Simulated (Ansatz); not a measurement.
H₄NF

```
H N F
1.0
     4.40061    0.00000    0.00000
    -2.20031    3.81104    0.00000
     0.00000    0.00000    7.13972
H N F
8 2 2
Direct
  0.33333 0.66667 0.22623
  0.66667 0.33333 0.72623
  0.46410 0.53590 0.42342
  0.92819 0.46410 0.92342
  0.46410 0.92819 0.42342
  0.53590 0.46410 0.92342
  0.07181 0.53590 0.42342
  0.53590 0.07181 0.92342
  0.33333 0.66667 0.37426
  0.66667 0.33333 0.87426
  0.33333 0.66667 0.99775
  0.66667 0.33333 0.49775
```

Space group P6₃mc.

All numbers below come from DFT PBEsol, scalar-relativistic, plane waves, PAW (Ansatz).

Question: Predict the valence pseudo-density and electron localisation function between the atoms.

Answer: N–H (1.06 Å): ρ at the midpoint is about 2.8 e/Å³; the ELF climbs to about 1 towards the hydrogen, as it does in any bond to H; a covalent bond by its length.
F–H (1.63 Å): ρ is about 0.7 e/Å³ halfway; the ELF climbs to about 0.95 towards the hydrogen.

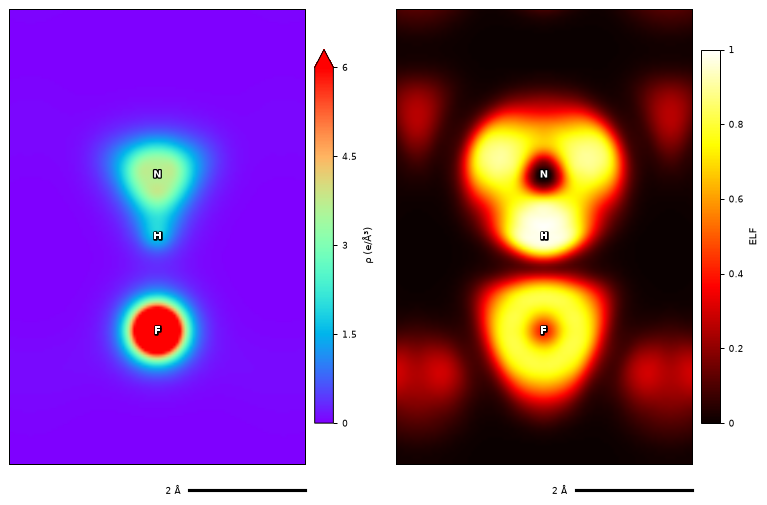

Computed valence pseudo-density and electron localisation function on the (100) plane of the conventional cell, in this order. Atoms just off the plane (H, 0.5 Å away) can leave unmarked features too.

Core electrons are frozen (PAW), and the valence fields are smoothed inside the atomic spheres.
